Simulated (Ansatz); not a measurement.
SnSe2: geometry relaxation (part 1 of 2)

- system: SnSe2 (slab, 3 atoms in the cell)
- method: DFT PBE+D3(BJ), scalar-relativistic, plane waves, PAW, no spin polarisation (Ansatz 0.2.0)

The structure derives from an entry of the Crystallography Open Database. It belongs to a series of runs on one base structure; here: strain along x -0.020, atoms relaxed. Figures and captions count atoms from 1; the log counts them from 0 in places.

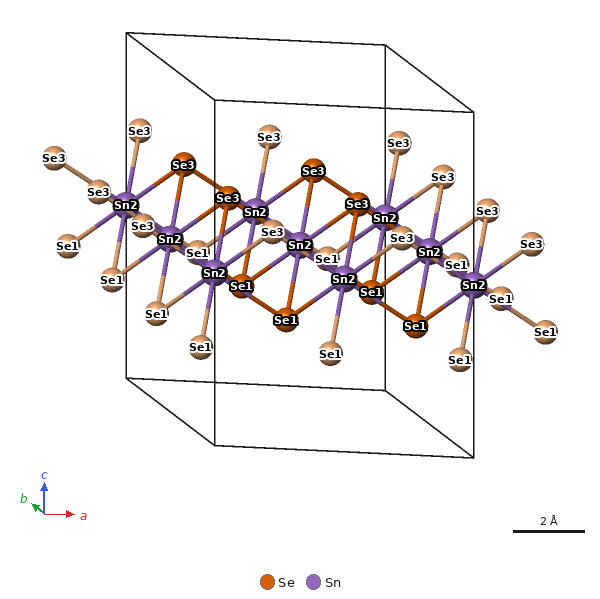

The input geometry (ball-and-stick view of the 2 × 2 repeat of the cell, with the vacuum cut short, seen slightly off an axis; neighbours outside the cell are drawn fainter; atoms are numbered from 1 in the order of the input). An atom can appear more than once, as a periodic image. Near neighbours in the periodic cell (some may lie outside the picture): Se has 3 Sn at 2.70 to 2.73 Å; Sn has 6 Se at 2.70 to 2.73 Å.

### Input
```yaml
crystal:
  lattice:
    - [3.7481854918, 0.0, 0.0]
    - [-1.8740927459, 3.3122692387, 0.0]
    - [0.0, 0.0, 32.3760079986]
  atoms:
    - { symbol: Se, position: [0.6666666667, 0.3333333333, 0.4505636621] }
    - { symbol: Sn, position: [0.0, 0.0, 0.5] }
    - { symbol: Se, position: [0.3333333333, 0.6666666667, 0.5494363379] }
  periodic: [true, true, false]
basis:
  ecutwfc: 420
kpoints:
  mp_grid: { grid: [12, 12, 1] }
  band_path:
    path:
      - [0, 0, 0]
      - [0.5, 0, 0]
      - [0.3333333333333, 0.3333333333333, 0]
      - [0, 0, 0]
    npoints: 8
hamiltonian:
  xc: pbe
  dispersion: d3bj
scf:
  occupations: { method: gaussian, width: 0.02 }
output:
  forces: true
  stress: true
  eigenvalues: true
  write_density: true
  write_potential: true
  elf: true
  volumetric_format: npy
relax:
  adjacent_minimum: "off"
  f_tol: 0.01
  max_steps: 40
```

Launch command:
```bash
ansatz run input.yaml --threads 2 --pin off --max-ram 5120MiB --backend cpu --events-out ev --progress --plain --runs-dir out
```

### The program's output
```
Warning: output.stress: scf.convergence.dr2_threshold = 1e-7 eV (the SCF's general default) is looser than the 3e-10 eV advised for a printed stress (1e-10 eV for each atom of the cell: 3). What an SCF threshold leaves in a stress goes as its square root, and in the free energy as the threshold itself, and one threshold admits the most on a small cell: of the crystals measured, under no hybrid functional and no lock of the moments, on runs that ended without the residual-converged pass, on stresses that held no estimate of that error, the worst erred by over 100 MPa in a component at 1e-7 eV an atom and by under 5 at 1e-10. Every solve of this run answers to scf.convergence.dr2_threshold, and the tensor of one is reported: a single SCF on the reported geometry and on this run's grids (its basis.xc_grid and basis.ecutrho_ratio typed), with scf.convergence.dr2_threshold at 3e-10 eV or tighter, prints it and tightens no other solve. Else set scf.convergence.dr2_threshold to 3e-10 eV or tighter. The threshold is an SCF's pass mark: one that does not reach it within its budget of iterations ends unconverged, or closes short of it on a stop that the run arms, and scf.convergence.dr2_threshold's page says what that costs each kind of run
Engine: ansatz 0.2.0, x86_64-unknown-linux-gnu
Pseudopotentials: kind: paw
Pseudopotential: Se, paw, valence charge 16, recommended cutoff 420 eV (normal), Se.paw.azcp
Pseudopotential: Sn, paw, valence charge 14, recommended cutoff 420 eV (normal), Sn.paw.azcp
Functional definition: PBE
  parameter kappa = 0.804
  parameter beta = 0.06672455060314922
  exchange = pbe_x(kappa = kappa, mu = beta*pi^2/3)
  correlation = pbe_c(beta = beta)
Crystal: 3 atoms, lattice volume = 401.948 Å³
Basis set: ecut = 420 eV, 7901 PW (Γ), exchange–correlation on 54×54×450 points (8 copies of the dense FFT grid, shifted against one another)
Bands: 28, of which v1, the nominal top of the filled ones, is band 23 counted from 1 (22 counted from 0)
Symmetry: 4 space group operations
Space group: C2/m (ITA 12), of the structure as read, at distance tolerance 7.4e-5 Å
k-points: 43 of 144
Non-local potential: Se, projectors of the file, l = 0: 2, l = 1: 2, l = 2: 3, l = 3: 1
Non-local potential: Sn, projectors of the file, l = 0: 2, l = 1: 2, l = 2: 2, l = 3: 2
PAW form: soft (Blöchl's): semilocal exchange-correlation on the pseudo side does not see the compensation charge
PAW one-centre angular grid: Se, 590 points (default); XC on 64 Gauss nodes
PAW one-centre angular grid: Sn, 590 points (default); XC on 64 Gauss nodes
Initial density: superposition of atomic densities (neutral atoms: chi_scale 0, normalization atom), corrected by the library's trained network
Initial wavefunctions: pseudopotential atomic-orbital guess
Functional: x = pbe(κ = 0.804, μ = 0.2195149727645171), c = pbe(β = 0.06672455060314922)
SCF iter   1: F=—  HF=-16964.123265 eV  |F-HF|=—  |Δ(HF+E_count)|=         —  Δρ=7.28e-4  dr2=4.67e-3  ethr=1.77e-3  ⟨swp⟩=16.5  Hψ=8745  notcnv=0
preconditioner: auto → Resta (q_TF=auto, 1.901 Å⁻¹)  ε∞=1.6  [insulator: Δε(μ)=0.668 eV  Ē_g=9.753 eV  σ=0.020 eV  W_gap=1.00  n_scr=20 (ndim 8)  ℏωp=7.4 eV  f_vac=0.787  D(μ)=0.00/eV (n_scr^D=0)  ε∞_Penn≈1.6  vacuum switching on, ρ_ref=6.9e-3 e/Å³]
SCF iter   2: F=—  HF=-16964.121943 eV  |F-HF|=—  |Δ(HF+E_count)|=   1.32e-3  Δρ=4.05e-4  dr2=1.56e-3  ethr=1.02e-5  ⟨swp⟩=4.6  Hψ=3621  notcnv=0  defer=43
SCF iter   3: F=—  HF=-16964.121933 eV  |F-HF|=—  |Δ(HF+E_count)|=   9.91e-6  Δρ=2.15e-4  dr2=1.40e-4  ethr=3.39e-6  ⟨swp⟩=2.5  Hψ=1588  notcnv=0  defer=43
SCF iter   4: F=—  HF=-16964.122457 eV  |F-HF|=—  |Δ(HF+E_count)|=   5.24e-4  Δρ=9.97e-5  dr2=3.42e-5  ethr=3.04e-7  ⟨swp⟩=3.3  Hψ=2373  notcnv=0  defer=43
SCF iter   5: F=—  HF=-16964.122443 eV  |F-HF|=—  |Δ(HF+E_count)|=   1.44e-5  Δρ=4.14e-5  dr2=6.43e-6  ethr=7.44e-8  ⟨swp⟩=2.4  Hψ=1719  notcnv=0  defer=43
iter 6 did not close the SCF: its close was put off until two iterations running show no level that it waits for move by more than its bar (scf_convergence_deferred on its scf_iter line)
SCF iter   6: F=-16964.122442 eV  HF=-16964.122442 eV  |F-HF|=6.45e-7  |Δ(HF+E_count)|=   4.39e-7  Δρ=9.63e-6  dr2=3.95e-7  ethr=5.43e-9  ⟨swp⟩=25.7  Hψ=14823  notcnv=0
iter 7 did not close the SCF: its close was put off until two iterations running show no level that it waits for move by more than its bar (scf_convergence_deferred on its scf_iter line)
SCF iter   7: F=-16964.122442 eV  HF=-16964.122442 eV  |F-HF|=7.83e-8  |Δ(HF+E_count)|=   3.29e-7  Δρ=2.83e-6  dr2=3.17e-8  ethr=8.59e-10  ⟨swp⟩=11.5  Hψ=10048  notcnv=0
SCF iter   8: F=-16964.122442 eV  HF=-16964.122442 eV  |F-HF|=9.81e-9  |Δ(HF+E_count)|=   8.34e-8  Δρ=7.86e-7  dr2=2.93e-9  ethr=6.89e-11  ⟨swp⟩=11.1  Hψ=8832  notcnv=0
SCF 1 converged in 8 iterations: F = -16964.122442 eV  dr2 = 2.93e-9
  greatest PAW one-centre occupation: 1.000 electrons in one spin orbital (limit 2), on the Se atom at site 2 (counted from 0), in its partial waves of l = 2
relax step   1: F+E_penalty+E_count = -16964.12244198 eV  Δ(F+E_penalty+E_count) = +0.000e0 eV  max|allowed force component| = 1.224e-1 eV/Å  Δτ_max = 0.0000 Å  (8 SCF iters, dr2 threshold 2.50e-6 eV, accepted)
Initial density: handed on by an earlier stage of this run
Initial wavefunctions: those handed on with the density
iter 1 solved again at ethr=6.44e-6 eV; its pass at ethr=3.10e-3 eV (dr2=2.96e-3 eV) is discarded
SCF iter   1: F=—  HF=-16964.117647 eV  |F-HF|=—  |Δ(HF+E_count)|=         —  Δρ=7.94e-4  dr2=2.64e-3  ethr=6.44e-6  ⟨swp⟩=3.0  Hψ=4774  notcnv=0  defer=43
preconditioner: auto → Resta (q_TF=auto, 1.901 Å⁻¹)  ε∞=1.6  [insulator: Δε(μ)=0.549 eV  Ē_g=9.630 eV  σ=0.020 eV  W_gap=1.00  n_scr=20 (ndim 8)  ℏωp=7.4 eV  f_vac=0.784  D(μ)=0.00/eV (n_scr^D=0)  ε∞_Penn≈1.6  vacuum switching on, ρ_ref=6.7e-3 e/Å³]
SCF iter   2: F=—  HF=-16964.116996 eV  |F-HF|=—  |Δ(HF+E_count)|=   6.51e-4  Δρ=3.37e-4  dr2=4.24e-4  ethr=5.73e-6  ⟨swp⟩=2.0  Hψ=1655  notcnv=0  defer=43
SCF iter   3: F=—  HF=-16964.116898 eV  |F-HF|=—  |Δ(HF+E_count)|=   9.86e-5  Δρ=1.13e-4  dr2=1.52e-4  ethr=9.22e-7  ⟨swp⟩=3.1  Hψ=1916  notcnv=0  defer=43
SCF iter   4: F=—  HF=-16964.116872 eV  |F-HF|=—  |Δ(HF+E_count)|=   2.61e-5  Δρ=3.58e-5  dr2=4.87e-6  ethr=3.30e-7  ⟨swp⟩=3.0  Hψ=1621  notcnv=0  defer=43
SCF iter   5: F=-16964.116873 eV  HF=-16964.116873 eV  |F-HF|=1.26e-7  |Δ(HF+E_count)|=   1.03e-6  Δρ=1.23e-5  dr2=6.41e-7  ethr=2.04e-9  ⟨swp⟩=25.2  Hψ=14259  notcnv=0
SCF 2 converged in 5 iterations: F = -16964.116873 eV  dr2 = 6.41e-7
relax step   2: F+E_penalty+E_count = -16964.11687252 eV  Δ(F+E_penalty+E_count) = +5.569e-3 eV  max|allowed force component| = 2.635e-1 eV/Å  Δτ_max = 0.0396 Å  (5 SCF iters, dr2 threshold 9.37e-7 eV, rejected (line search))
SCF iter   1: F=—  HF=-16964.124405 eV  |F-HF|=—  |Δ(HF+E_count)|=         —  Δρ=5.32e-4  dr2=1.19e-3  ethr=2.59e-5  ⟨swp⟩=5.0  Hψ=3058  notcnv=0  defer=43
preconditioner: auto → Resta (q_TF=auto, 1.901 Å⁻¹)  ε∞=1.6  [insulator: Δε(μ)=0.620 eV  Ē_g=9.717 eV  σ=0.020 eV  W_gap=1.00  n_scr=20 (ndim 8)  ℏωp=7.4 eV  f_vac=0.785  D(μ)=0.00/eV (n_scr^D=0)  ε∞_Penn≈1.6  vacuum switching on, ρ_ref=6.8e-3 e/Å³]
SCF iter   2: F=—  HF=-16964.124083 eV  |F-HF|=—  |Δ(HF+E_count)|=   3.22e-4  Δρ=2.29e-4  dr2=1.95e-4  ethr=2.58e-6  ⟨swp⟩=2.2  Hψ=1957  notcnv=0  defer=43
SCF iter   3: F=—  HF=-16964.124056 eV  |F-HF|=—  |Δ(HF+E_count)|=   2.75e-5  Δρ=6.47e-5  dr2=4.26e-5  ethr=4.23e-7  ⟨swp⟩=3.2  Hψ=1997  notcnv=0  defer=43
SCF iter   4: F=—  HF=-16964.124032 eV  |F-HF|=—  |Δ(HF+E_count)|=   2.35e-5  Δρ=2.27e-5  dr2=2.42e-6  ethr=9.27e-8  ⟨swp⟩=3.0  Hψ=1672  notcnv=0  defer=43
SCF iter   5: F=—  HF=-16964.124033 eV  |F-HF|=—  |Δ(HF+E_count)|=   5.29e-7  Δρ=6.98e-6  dr2=2.20e-7  ethr=5.26e-9  ⟨swp⟩=3.9  Hψ=2664  notcnv=0  defer=43
SCF iter   6: F=-16964.124033 eV  HF=-16964.124033 eV  |F-HF|=1.42e-8  |Δ(HF+E_count)|=   9.34e-8  Δρ=1.44e-6  dr2=7.74e-9  ethr=2.17e-10  ⟨swp⟩=22.6  Hψ=11287  notcnv=0
SCF 3 converged in 6 iterations: F = -16964.124033 eV  dr2 = 7.74e-9
relax step   3: F+E_penalty+E_count = -16964.12403271 eV  Δ(F+E_penalty+E_count) = -1.591e-3 eV  max|allowed force component| = 8.913e-3 eV/Å  Δτ_max = 0.0132 Å  (6 SCF iters, accepted)
```

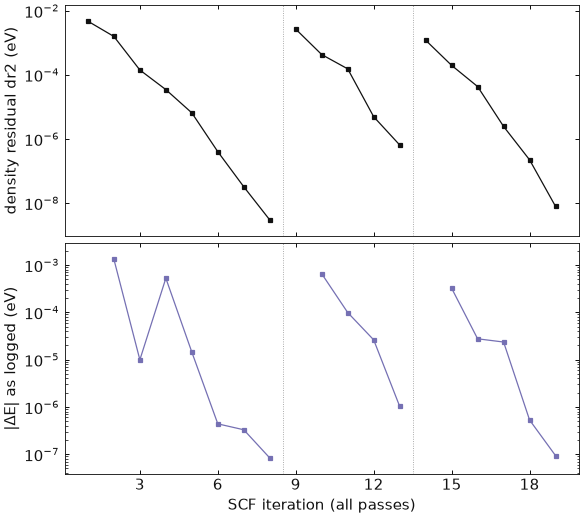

Convergence of the self-consistent field: density residual dr2 and size of the energy change against the SCF iteration. The dotted lines part the SCF passes of the relaxation: geometry steps, rejected trials and re-solves on a re-selected basis. The passes take 8, 5 and 6 iterations.

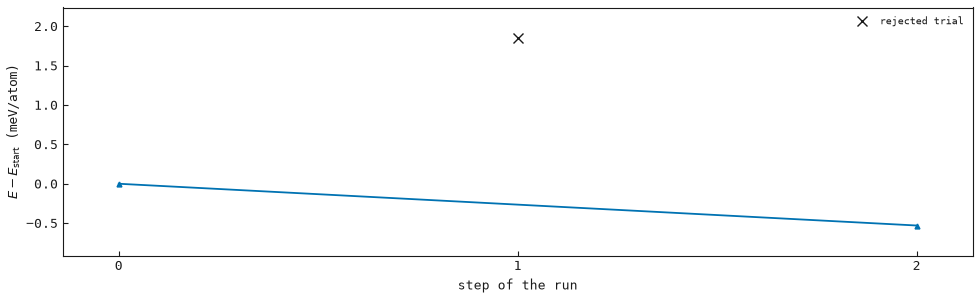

Progress of the relaxation, step by step (the first geometry is step 0 here and step 1 in the log). The largest moves, 0.013 Å, are those of Se1 and Se3. Sn stays in place. The lattice vectors keep their values. Among the contacts that change: Se1–Sn2 2.701 → 2.710 Å. Over 2 geometry steps the energy falls by 0.5 meV per atom. The largest force component goes from 0.12 to 0.0089 eV/Å. The line search rejected the trial step at point 1 (counted from 0) and went back. (Atoms are counted from 1 in the order of the input.)

```
NSCF: frozen V_eff on 25 k-points
SCF converged after 6 iterations
Free energy (F): -16964.124033 eV
Harris-Foulkes:  -16964.124033 eV  (|F-HF|=1.42e-8)
Internal energy: -16964.124033 eV  (E = F + TS)
E sigma→0 (E₀):  -16964.124033 eV
Fermi energy:    -5.497676 eV
--- Per-component energies (eV) ---
  E_band       = -1497.785930
  E_kinetic    = 424.431578
  E_local      = -105203.692706  (includes V_loc(G=0)·N_el)
  E_nonlocal   = -1222.405303
  E_hartree    = 52359.871250
  E_xc         = -589.450411
  E_vxc        = -290.789672  (∫ρ·V_xc dr)
  E_paw        = -7963.864882  (= ΣΔE_a)
  E_vpaw       = 74.927821  (= ΣTr[D̂ρ^β])
  E_aug_tail   = -0.001212  (compensation charges beyond the density's cutoff)
  E_ewald      = 45231.758917
  E_disp       = -0.771264  (pairwise vdW)
  E_smearing   = -0.000000  (= −TS)
  E_closure    = 0.000000  (closes the sum)
  Σ components = -16964.124033   (vs F -16964.124033, Δ=0.00e0)
--- Forces (eV/Å), atoms counted from 1 ---
  atom   1  Se    -0.00000000     0.00891308     0.00526036
  atom   2  Sn     0.00000000     0.00000000     0.00000000
  atom   3  Se     0.00000000    -0.00891308    -0.00526036
  max |Σ_I F_I| component: 8.67e-19 eV/Å
```
